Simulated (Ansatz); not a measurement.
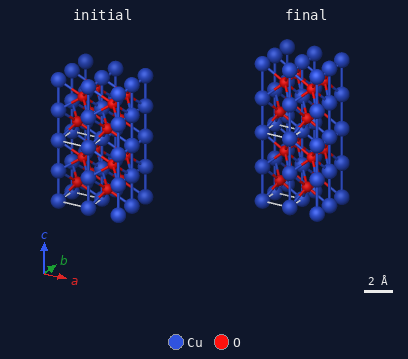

The structure of crystalline CuO (a generated structure, set up in P6_3/mmc) before (left) and after (right) a relaxation, at one scale.

The picture is a ball-and-stick view of the cell of the calculation, repeated 2 × 2 × 2 with one cell outlined, seen slightly off an axis.

The run lets cell and atoms move.

Level of theory: Kohn-Sham DFT of a periodic cell, PBEsol, Ansatz PAW (Ansatz).

The input:
```yaml
crystal:
  lattice:
    - [3.1795331, 0.0, 0.0]
    - [-1.58976655, 2.75355644, 0.0]
    - [0.0, 0.0, 4.43149073]
  atoms:
    - { symbol: Cu, position: [0.0, 0.0, 0.0] }
    - { symbol: Cu, position: [0.0, 0.0, 0.5] }
    - { symbol: O, position: [0.3333333333, 0.6666666667, 0.25] }
    - { symbol: O, position: [0.6666666667, 0.3333333333, 0.75] }
hamiltonian:
  xc: pbesol
  pseudopotentials: { kind: paw }
kpoints:
  mp_grid: { grid: [10, 10, 6] }
scf:
  occupations: { method: fermi_dirac, width: 0.05 }
output:
  forces: true
  stress: true
  eigenvalues: true
  write_density: true
  write_potential: true
  elf: true
  volumetric_format: npy
relax:
  f_tol: 0.01
  max_steps: 40
  cell: { stress_tol: 0.05, p_target: 2.0 }
```

Launched with:
```bash
ansatz run input.yaml --threads 2 --pin off --max-ram 5632MiB --backend cpu --events-out ev --progress --plain --runs-dir out
```

### Describe what moved and what it gained.

After 8 accepted moves (11 points after the start) the energy has fallen by 181 meV per atom. With the target pressure of 2 GPa, the enthalpy E + pV changes by −188 meV per atom. All forces vanish by symmetry, so only the cell relaxes. The pressure goes from −2.73 to 2.00 GPa. At 3 points the geometry stayed and the basis and grid were re-selected for the new cell (energy shift of 5.8 meV per atom at most each time). The atoms keep their places relative to the cell (all moves are under 0.005 Å). The volume changes by −5.8 %, with a = b 3.180 → 2.900 Å (−8.8 %), c 4.431 → 5.018 Å (+13.2 %). Near-neighbour distances that change, for instance: Cu–Cu 2.216 → 2.509 Å, Cu–O 2.144 → 2.092 Å. Bond angles that change, for instance: Cu–O–Cu 62.2° → 73.7°, Cu–O–Cu 95.7° → 87.8°, Cu–O–Cu 129.3° → 132.8°. The space group stays P6_3/mmc (No. 194). The run took 27 s on 2 threads of Arm Neoverse V1 (shared host), peak memory 0.36 GiB.
